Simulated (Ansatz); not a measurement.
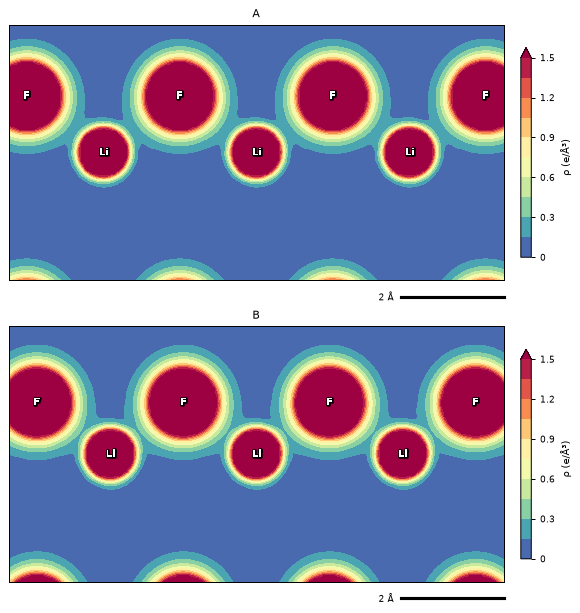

LiF. The valence charge density (pseudo) of two cells that differ in size and shape, on the (11̄0) plane of each (indices in the axes of the calculation cell), at one length scale and on one colour scale; one has 8.2 and the other 9.9 Å³ an atom.

Computed with Ansatz, DFT, r2SCAN, plane waves, PAW.

Core electrons are frozen (PAW), and the valence fields are smoothed inside the atomic spheres.

The larger cell:

```cif
data_structure
_symmetry_space_group_name_H-M 'P 1'
_symmetry_Int_Tables_number 1
_cell_length_a 3.0331
_cell_length_b 3.0331
_cell_length_c 2.9850
_cell_angle_alpha 60.523
_cell_angle_beta 60.523
_cell_angle_gamma 61.044
_cell_volume 19.72
loop_
_atom_site_label
_atom_site_type_symbol
_atom_site_fract_x
_atom_site_fract_y
_atom_site_fract_z
_atom_site_occupancy
Li1 Li 0.99693 0.99693 0.00307 1
F1 F 0.25307 0.25307 0.24693 1
```

The smaller cell: a = 2.854 Å, b = 2.854 Å, c = 2.854 Å, α = 60.00°, β = 60.00°, γ = 60.00°.

### Which is the denser cell? Describe the effect of the change.

Panel B is the smaller cell, by 17 % in volume. From the larger cell to the smaller, Li–F goes from 1.85 to 1.75 Å, and the density at its midpoint from 0.4 to 0.53 e/Å³; the pressure goes from 0.0 to 16 GPa; the Kohn–Sham gap goes from 8.6 eV to 9.8 eV.
